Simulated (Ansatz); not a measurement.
Run report: MgO, GW calculation

System: MgO (Fm-3m, 2 atoms in the cell).
Method: G0W0 on LDA, plane waves, PAW, no spin polarisation (Ansatz 0.2.0).

The structure was built on a prototype by a generator. The geometry comes from this level: r2SCAN. It belongs to a series of runs on one base structure; here: starting point. Figures and captions count atoms from 1; the log counts them from 0 in places.

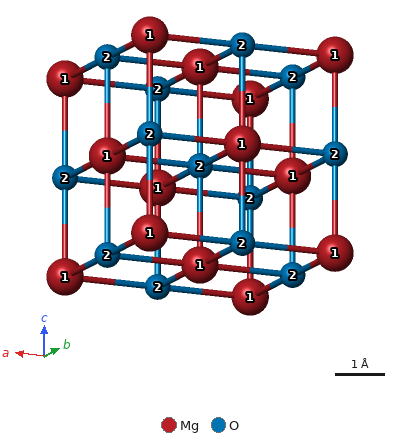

*The structure as given in the input (ball-and-stick view of the cell 4 times as large as that of the calculation, set on its symmetry axes, seen at an oblique angle; atoms are numbered from 1 in the order of the input).*

Near neighbours in the crystal (not all of them lie inside the picture): Mg has 6 O at 2.10 Å; O has 6 Mg at 2.10 Å.

Input file:
```yaml
crystal:
  lattice:
    - [0.0, 2.1021674163, 2.1021674163]
    - [2.1021674163, 0.0, 2.1021674163]
    - [2.1021674163, 2.1021674163, 0.0]
  atoms:
    - { symbol: Mg, position: [0.0, 0.0, 0.0] }
    - { symbol: O, position: [0.5, 0.5, 0.5] }
kpoints:
  mp_grid: { grid: [6, 6, 6] }
hamiltonian:
  xc: lda
scf:
  occupations: { method: fixed }
gw:
  n_empty_bands: 69
  ecut_chi: 140
  qp_bands: [v2, c2]
  qp_kpoints: band_edges
  screening: { model: contour_deformation }
```

Machine: 2 threads of Intel Xeon @ 2.50GHz (Skylake/Cascade Lake), 64 GiB of memory available, shared host.

Command:
```bash
ansatz run input.yaml --threads 2 --pin off --max-ram 3686MiB --backend cpu --events-out ev --progress --plain --runs-dir out
```

Output:
```
Engine: ansatz 0.2.0, x86_64-unknown-linux-gnu
Pseudopotentials: kind: paw
Pseudopotential: Mg, paw, valence charge 10, recommended cutoff 420 eV (normal), Mg.paw.azcp
Pseudopotential: O, paw, valence charge 6, recommended cutoff 420 eV (normal), O.paw.azcp
Functional definition: SPW92
  exchange = slater_x
  correlation = pw_c
Crystal: 2 atoms, lattice volume = 18.579 Å³
Basis set: ecut = 420 eV, 339 PW (Γ)
Bands: 12, of which v1, the nominal top of the filled ones, is band 8 counted from 1 (7 counted from 0)
Symmetry: 48 space group operations
Space group: Fm-3m (ITA 225), of the structure as read, at distance tolerance 2.6e-5 Å
k-points: 16 of 216
Non-local potential: Mg, projectors of the file, l = 0: 3, l = 1: 2, l = 2: 1
Non-local potential: O, projectors of the file, l = 0: 2, l = 1: 2, l = 2: 1
PAW form: soft (Blöchl's): semilocal exchange-correlation on the pseudo side does not see the compensation charge
PAW frozen core: Mg, regenerated for the run's functional, and the local potential with it (the file was generated under x = pbe(κ = 0.804, μ = 0.2195149727645171), c = pbe(β = 0.06672455060314922))
PAW frozen core: O, regenerated for the run's functional, and the local potential with it (the file was generated under x = pbe(κ = 0.804, μ = 0.2195149727645171), c = pbe(β = 0.06672455060314922))
PAW one-centre angular grid: Mg, 110 points (default); XC on 64 Gauss nodes
PAW one-centre angular grid: O, 110 points (default); XC on 64 Gauss nodes
Initial density: superposition of atomic densities (neutral atoms: chi_scale 0, normalization atom), corrected by the library's trained network
Initial wavefunctions: pseudopotential atomic-orbital guess
Functional: x = slater, c = lda
SCF iter   1: F=—  HF=-2460.072304 eV  |F-HF|=—  |Δ(HF+E_count)|=         —  Δρ=1.74e-2  dr2=4.48e-2  ethr=1.77e-3  ⟨swp⟩=4.6  Hψ=1016  notcnv=0  defer=24
preconditioner: auto → none  [insulator: Δε(μ)=4.559 eV  Ē_g=18.177 eV  n_scr=8 (ndim 8)  ℏωp=24.4 eV  f_vac=0.000  ε∞_Penn≈2.8]
SCF iter   2: F=—  HF=-2460.058184 eV  |F-HF|=—  |Δ(HF+E_count)|=   1.41e-2  Δρ=8.95e-3  dr2=7.96e-3  ethr=2.80e-4  ⟨swp⟩=2.4  Hψ=401  notcnv=0  defer=30
SCF iter   3: F=—  HF=-2460.055343 eV  |F-HF|=—  |Δ(HF+E_count)|=   2.84e-3  Δρ=1.92e-3  dr2=3.79e-4  ethr=4.97e-5  ⟨swp⟩=2.0  Hψ=279  notcnv=0  defer=30
SCF iter   4: F=—  HF=-2460.055119 eV  |F-HF|=—  |Δ(HF+E_count)|=   2.24e-4  Δρ=3.90e-4  dr2=1.30e-5  ethr=2.37e-6  ⟨swp⟩=2.0  Hψ=338  notcnv=0  defer=29
iter 5 did not close the SCF: its close was put off for the readings that it lacked (scf_convergence_deferred on its scf_iter line)
SCF iter   5: F=-2460.055113 eV  HF=-2460.055113 eV  |F-HF|=1.96e-8  |Δ(HF+E_count)|=   6.32e-6  Δρ=2.08e-5  dr2=4.77e-8  ethr=8.13e-8  ⟨swp⟩=2.0  Hψ=288  notcnv=0
SCF iter   6: F=-2460.055113 eV  HF=-2460.055113 eV  |F-HF|=6.78e-11  |Δ(HF+E_count)|=   1.62e-8  Δρ=2.53e-6  dr2=5.44e-10  ethr=2.98e-10  ⟨swp⟩=2.9  Hψ=770  notcnv=0
SCF 1 converged in 6 iterations: F = -2460.055113 eV  dr2 = 5.44e-10
  greatest PAW one-centre occupation: 1.000 electrons in one spin orbital (limit 2), on the Mg atom at site 0 (counted from 0), in its partial waves of l = 1
```

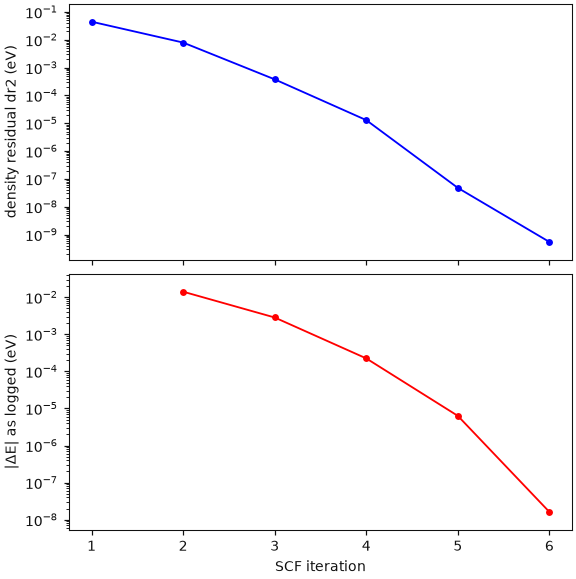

*Convergence of the self-consistent field: density residual dr2 and size of the energy change against the SCF iteration.*

The residual falls at every step.

```
NSCF: frozen V_eff on 16 k-points
G₀W₀ screening: q 1/16
G₀W₀ screening: q 2/16 (q-point 6)
G₀W₀ screening: q 3/16 (q-point 7)
G₀W₀ screening: q 4/16 (q-point 8)
G₀W₀ screening: q 5/16 (q-point 11)
G₀W₀ screening: q 6/16 (q-point 14)
G₀W₀ screening: q 7/16 (q-point 15)
G₀W₀ screening: q 8/16 (q-point 9)
G₀W₀ screening: q 9/16 (q-point 12)
G₀W₀ screening: q 10/16 (q-point 16)
G₀W₀ screening: q 11/16 (q-point 2)
G₀W₀ screening: q 12/16 (q-point 3)
G₀W₀ screening: q 13/16 (q-point 5)
G₀W₀ screening: q 14/16 (q-point 10)
G₀W₀ screening: q 15/16 (q-point 4)
G₀W₀ screening: q 16/16 (q-point 13)
G₀W₀ self-energy: k 1/8
G₀W₀ self-energy: k 2/8
G₀W₀ self-energy: k 3/8
G₀W₀ self-energy: k 4/8
G₀W₀ self-energy: k 5/8
G₀W₀ self-energy: k 6/8
G₀W₀ self-energy: k 7/8
G₀W₀ self-energy: k 8/8
NSCF: frozen V_eff on 1 k-points
NSCF: frozen V_eff on 1 k-points
SCF converged after 6 iterations
Free energy (F): -2460.055113 eV
Harris-Foulkes:  -2460.055113 eV  (|F-HF|=6.78e-11)
Internal energy: -2460.055113 eV  (E = F + TS)
E sigma→0 (E₀):  -2460.055113 eV
Fermi energy:    7.830033 eV
--- Per-component energies (eV) ---
  E_band       = -294.495180
  E_kinetic    = 254.789349
  E_local      = -1597.796078  (includes V_loc(G=0)·N_el)
  E_nonlocal   = 145.533732
  E_hartree    = 550.631254
  E_xc         = -103.692585
  E_vxc        = -133.833228  (∫ρ·V_xc dr)
  E_paw        = -418.034336  (= ΣΔE_a)
  E_vpaw       = -64.454402  (= ΣTr[D̂ρ^β])
  E_aug_tail   = 0.002576  (compensation charges beyond the density's cutoff)
  E_ewald      = -1291.736425
  E_core_change = 0.247401  (= ΣΔE_core)
  E_smearing   = -0.000000  (= −TS)
  E_closure    = 0.000000  (closes the sum)
  Σ components = -2460.055113   (vs F -2460.055113, Δ=0.00e0)
--- Band table (eV; the first three rows and the last of 16) ---
  k-point 0: bands = ["-63.6311", "-31.0296", "-31.0296", "-31.0296", "-9.2006", "7.8300", "7.8300", "7.8300", "12.5401", "23.4056", "23.4056", "23.4056"]
  k-point 1: bands = ["-63.6287", "-31.0528", "-31.0319", "-31.0319", "-8.8936", "6.3004", "7.6513", "7.6513", "13.9464", "21.1047", "23.9751", "23.9751"]
  k-point 2: bands = ["-63.6239", "-31.0988", "-31.0366", "-31.0366", "-8.2008", "4.0953", "7.3182", "7.3182", "15.4100", "19.9903", "24.1699", "24.1699"]
  k-point 15: bands = ["-63.6183", "-31.0958", "-31.0721", "-31.0619", "-7.5168", "4.2192", "5.5502", "6.1227", "18.2133", "19.0342", "20.1576", "24.1248"]
--- G₀W₀: contour deformation, 6 samples at zero and on the imaginary axis and 3 off it, 216 q-points, 69 empty bands' worth ---
  eigenvalues of the whole cell's RPA ε∞ on this k-mesh (on a slab, of 1 + 4πα/V) = 3.1322, 3.1322, 3.1322; static W/v taken at q = 0 is 0.319269
  bands read: the sum over 77 bands ends inside a degenerate multiplet in 5 slots, whose members it reads at an even weight; the widest, k=0: bands 76 to 78 (counted from 1) at 2/3 each
  gw.qp_kpoints: band_edges: 8 of 16 stored k-points solved, in 1 pass; an edge of the gap read off the rows below is read off those points alone
    valence top: of the k-points left out ik 7 came nearest to being solved in a further pass, in band 8 (counted from 1, as in the quasiparticle table): it holds the edge there only if its correction is more favourable than any solved in that band by at least 0.668 eV; those differ by 0.205 eV
    conduction bottom: of the k-points left out ik 5 came nearest to being solved in a further pass, in band 9 (counted from 1, as in the quasiparticle table): it holds the edge there only if its correction is more favourable than any solved in that band by at least 3.459 eV; those differ by 0.491 eV
    ik  band        ε_KS         Σx   Σc(E_QP)       V_xc       Z   E_QP_lin       E_QP  E_QP is
     0     7      7.8300   -26.4010     4.1878   -21.0632  0.7886     6.6680     6.6801  root
     0     8      7.8300   -26.4010     4.1878   -21.0632  0.7886     6.6680     6.6801  root
     0     9     12.5401   -10.3139    -3.7504   -15.4212  0.8440    13.9076    13.8969  root
     0    10     23.4056    -3.7316    -5.0277   -10.3274  0.8339    25.0002    24.9737  root
     1     7      7.6513   -26.2144     4.2205   -20.8156  0.7880     6.4600     6.4730  root
     1     8      7.6513   -26.2144     4.2205   -20.8156  0.7880     6.4600     6.4730  root
     1     9     13.9464   -11.1207    -3.7865   -16.3916  0.8349    15.4448    15.4308  root
     1    10     21.1047    -4.6461    -4.9489   -11.1093  0.8303    22.6433    22.6189  root
     2     7      7.3182   -25.8983     4.2845   -20.3847  0.7867     6.0744     6.0891  root
     2     8      7.3182   -25.8983     4.2845   -20.3847  0.7867     6.0744     6.0891  root
     2     9     15.4100    -8.7894    -4.1812   -14.4781  0.8394    16.9339    16.9175  root
     2    10     19.9903    -8.4704    -5.0626   -15.3881  0.8092    21.8834    21.8453  root
     3     7      7.1618   -25.7614     4.3147   -20.1956  0.7860     5.8951     5.9107  root
     3     8      7.1618   -25.7614     4.3147   -20.1956  0.7860     5.8951     5.9107  root
     3     9     15.6112    -7.1922    -4.2325   -12.8345  0.8473    17.0351    17.0210  root
     3    10     20.2855   -10.7873    -5.3801   -18.2772  0.7913    22.4564    22.3954  root
     4     7      7.4347   -26.0359     4.2429   -20.5792  0.7877     6.2069     6.2209  root
     4     8      7.4347   -26.0359     4.2429   -20.5792  0.7877     6.2069     6.2209  root
     4     9     14.4250   -11.4684    -3.8361   -16.8548  0.8311    15.9913    15.9753  root
     4    10     20.3432    -3.5598    -4.7805    -9.7293  0.8419    21.7512    21.7323  root
     8     7      6.8727   -25.3476     4.2702   -19.7884  0.7868     5.5669     5.5837  root
     8     8      7.5046   -26.0572     4.2563   -20.6010  0.7872     6.2910     6.3047  root
     8     9     15.4613   -11.0031    -4.0949   -16.7404  0.8278    17.1239    17.1037  root
     8    10     19.8639    -5.4513    -4.7942   -11.7857  0.8317    21.4282    21.4041  root
     9     7      6.7566   -25.5822     4.3577   -19.9096  0.7854     5.4239     5.4417  root
     9     8      6.7566   -25.5822     4.3577   -19.9096  0.7854     5.4239     5.4417  root
     9     9     17.0093   -10.1706    -4.4891   -16.4530  0.8271    18.8303    18.8026  root
     9    10     17.6698    -3.8264    -4.4454    -9.6000  0.8530    19.0113    18.9980  root
    12     7      6.4605   -25.4383     4.4114   -19.6715  0.7842     5.0856     5.1052  root
    12     8      6.4605   -25.4383     4.4114   -19.6715  0.7842     5.0856     5.1052  root
    12     9     16.7574    -3.9496    -4.3227    -9.5743  0.8561    18.0714    18.0594  root
    12    10     17.5953    -7.4524    -4.5961   -13.7659  0.8514    19.3348    19.3128  root
```

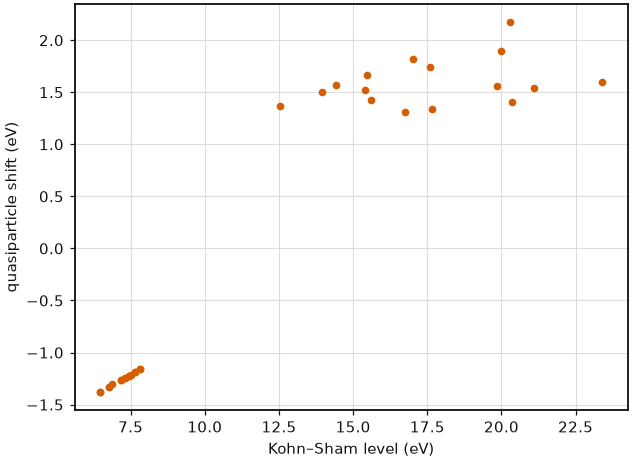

*Quasiparticle corrections (linearised) against the Kohn–Sham levels, for the bands and k-points computed.*

On this mesh the gap goes from 4.71 to 7.22 eV.

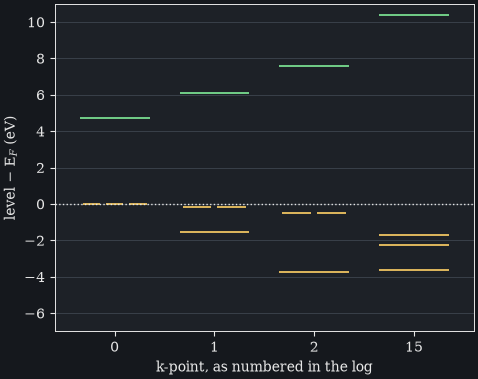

*Kohn–Sham levels near the Fermi level (dotted) at the few k-points that the log prints; levels within 0.02 eV of each other stand side by side.*

Among these points the highest filled and lowest empty levels are 4.71 eV apart, which is the gap on the mesh.

Summary:

| quantity | value |
| --- | --- |
| outcome | converged |
| space group (tolerance 0.01 Å) | Fm-3m (225) |
| electrons treated | 16 |
| free energy | −2460.0551 eV |
| Fermi energy | 7.830 eV |
| gap on the k-point mesh | 4.71 eV |
| quasiparticle gap on the mesh | 7.22 eV |
| wall time | 8.8 s (CPU time 16 s) |
| peak memory | 0.35 GiB |

Notes:

The GW levels are not extrapolated in basis or mesh.
